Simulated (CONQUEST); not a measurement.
## Energy of Cu2O along an even scaling of the cell

System: Cu2O (Pn-3m, 6 atoms in the cell).
Method: Kohn-Sham DFT of a periodic cell, LDA, PseudoDojo NC LDA, no spin polarisation (CONQUEST 1.3).

The 7 runs differ only in the geometry, by an even scaling of the cell at fixed fractional positions. The structure derives from an entry of the Crystallography Open Database.

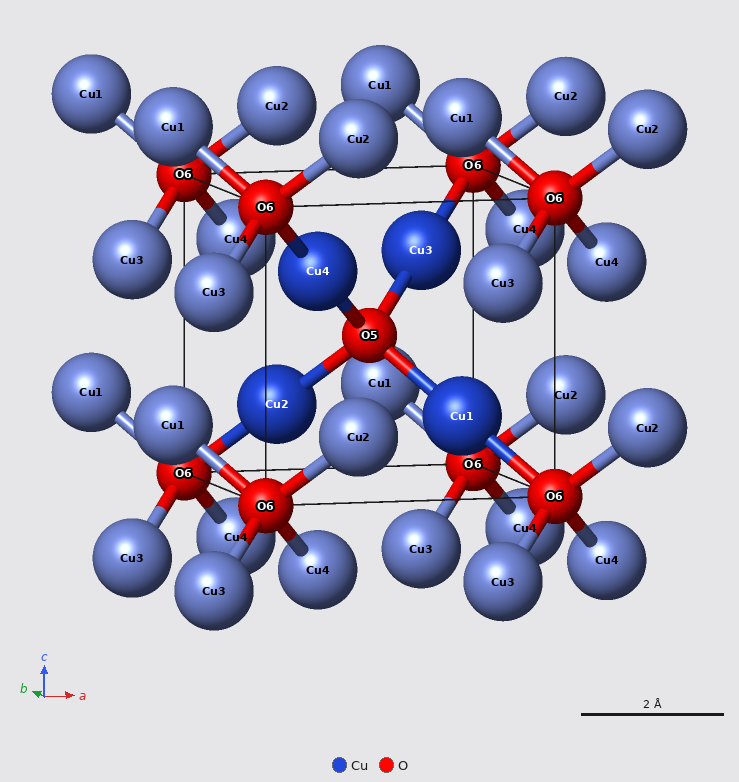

Figure 1. The structure of run 4 (ball-and-stick view of the cell of the calculation, seen slightly off an axis; neighbours outside the cell are drawn fainter; atoms are numbered from 1 in the order of the input).

## Input of run 4
```
IO.Title Cu2O
IO.Coordinates coords.dat
IO.FractionalAtomicCoords T
IO.Iprint 2
IO.Iprint_init 1
General.NumberOfSpecies 2
General.PseudopotentialType hamann
AtomMove.TypeOfRun static
AtomMove.FullStress T
Grid.PointsAlongX 48
Grid.PointsAlongY 48
Grid.PointsAlongZ 48
DM.SolutionMethod diagon
Diag.MPMesh T
Diag.GammaCentred T
Diag.MPMeshX 6
Diag.MPMeshY 6
Diag.MPMeshZ 6
Diag.kT 0.00183747
minE.SCTolerance 1e-6
SC.MaxIters 100
IO.AtomChargeOutput T
%block ChemicalSpeciesLabel
1 63.550 Cu
2 16.000 O
%endblock
```

Command:
```bash
Conquest
```

Lattice vectors (Å) and fractional positions of run 4:
```
   4.260000    0.000000    0.000000
   0.000000    4.260000    0.000000
   0.000000    0.000000    4.260000
Cu  0.750000  0.250000  0.250000
Cu  0.250000  0.750000  0.250000
Cu  0.750000  0.750000  0.750000
Cu  0.250000  0.250000  0.750000
O   0.500000  0.500000  0.500000
O   0.000000  0.000000  0.000000
```

Run 5 has the same physical settings and fractional positions; its lattice vectors (Å) are:
```
   4.288213    0.000000    0.000000
   0.000000    4.288213    0.000000
   0.000000    0.000000    4.288213
```

## Results, with one run withheld

```csv
run,volume per atom (Å³),"free energy per atom, from the lowest run given (meV)",pressure (GPa),gap on the mesh (eV)
1,12.112,0.85,2.01,0.68
2,12.369,0.00,−0.91,0.62
3,12.627,3.59,−3.58,0.57
4,12.885,11.41,−6.13,0.52
5,13.142,?,?,?
6,13.400,37.32,−9.92,0.43
7,13.658,54.60,−11.52,0.39
```

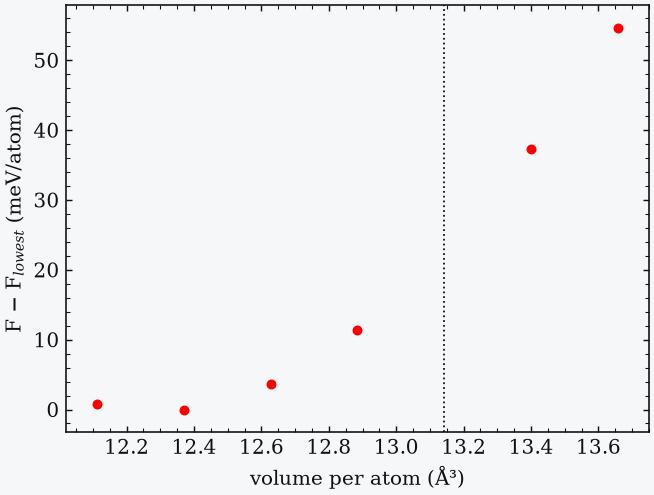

Figure 2. Free energy per atom of the runs given; the dotted line marks run 5.

What should run 5 give?

A cubic polynomial in V^(−2/3) (the Birch–Murnaghan form), fitted to the 6 runs given, misses them by at most 0.06 meV per atom. With x = V^(−2/3) − 0.18254 Å⁻², it reads F = 9.176 − 3581.8 x + 3.337e+05 x² + 9.6198e+05 x³ (meV per atom). At run 5 it gives 22.75 meV per atom, and the run itself gives 22.81. The slope of the fit gives a pressure −dF/dV of −8.09 GPa there, and the run prints −8.07 GPa. The fit has its minimum at 12.289 Å³ per atom, where V d²F/dV² gives 143 GPa: the bulk modulus at this level, since symmetry fixes the shape and the positions. The gap on the mesh goes, without turning, from 0.68 eV in run 1 to 0.39 eV in run 7; run 5 has 0.47 eV. These are gaps of this functional on this mesh, which can miss the band edges; they aren't the measured gap.

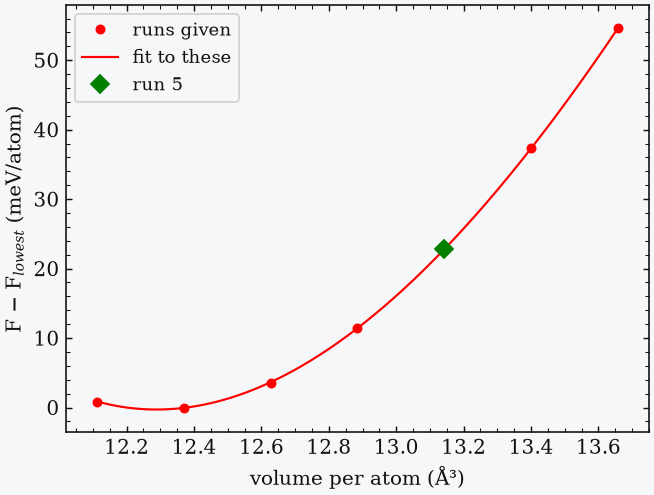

Figure 3. The fit and the withheld run.

## Some lines of the output (run 5)
```
[...]
          DFT Total Energy                 :      -790.706418488351915 Ha
          Free Energy (E-TS)               :      -790.716757581291290 Ha
          DFT Total Energy                 :      -790.714789359158203 Ha
          Free Energy (E-TS)               :      -790.716642441970293 Ha
          DFT Total Energy                 :      -790.714718187206586 Ha
          Free Energy (E-TS)               :      -790.716006881146882 Ha
          DFT Total Energy                 :      -790.715995219576371 Ha
          Free Energy (E-TS)               :      -790.716004702716873 Ha
          DFT Total Energy                 :      -790.715998897369900 Ha
          Free Energy (E-TS)               :      -790.716004818777378 Ha
          DFT Total Energy                 :      -790.715999958642897 Ha
      | Free Energy as E-TS      =      -790.716004818777378 Ha
      |* DFT total energy        =      -790.715999958642897 Ha
    force: Average pressure:     -8.06912583 GPa
```

Notes: With a small basis of atomic orbitals these values can differ much from converged plane-wave results.
